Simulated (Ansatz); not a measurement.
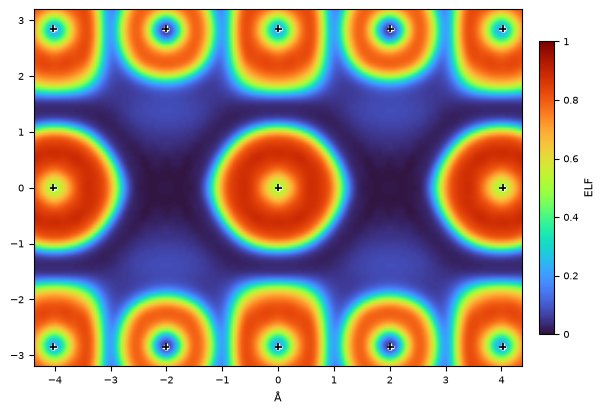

The ELF on a plane through atoms (crosses mark nuclei in the plane).

Computed with Ansatz 0.2.0, DFT PBE, scalar-relativistic, plane waves, PAW.

Candidates:
A. ZrN, a = 4.40 Å, b = 4.40 Å, c = 4.40 Å, α = 90.00°, β = 90.00°, γ = 90.00°. Space group Fm-3m; changed on purpose from its base cell (volume × 0.88); computed pressure about 42 GPa in this cell; computed without spin polarisation.
B. KNbO3, a = 4.03 Å, b = 4.03 Å, c = 4.03 Å, α = 90.00°, β = 90.00°, γ = 90.00°. Space group Pm-3m; a structure from a database of computed crystals, not necessarily the ambient phase.
C. TiPt3, a = 4.08 Å, b = 4.08 Å, c = 4.08 Å, α = 90.00°, β = 90.00°, γ = 90.00°. Space group Pm-3m; changed on purpose from its base cell (volume × 1.10); computed pressure about −18 GPa in this cell; computed without spin polarisation.

**Which candidate gave the map?**

Candidate B: KNbO3 on the (101̄) plane of the conventional cell, which holds K, Nb and O. Nb–O (2.01 Å): the ELF peaks at about 0.80 in the valence shell of O, 0.6 Å from its nucleus, and drops to about 0.20 between the two atoms; no shared electron pair shows on this line. K–O (2.85 Å): the ELF is about 0.05 at the midpoint: a largely ionic contact.
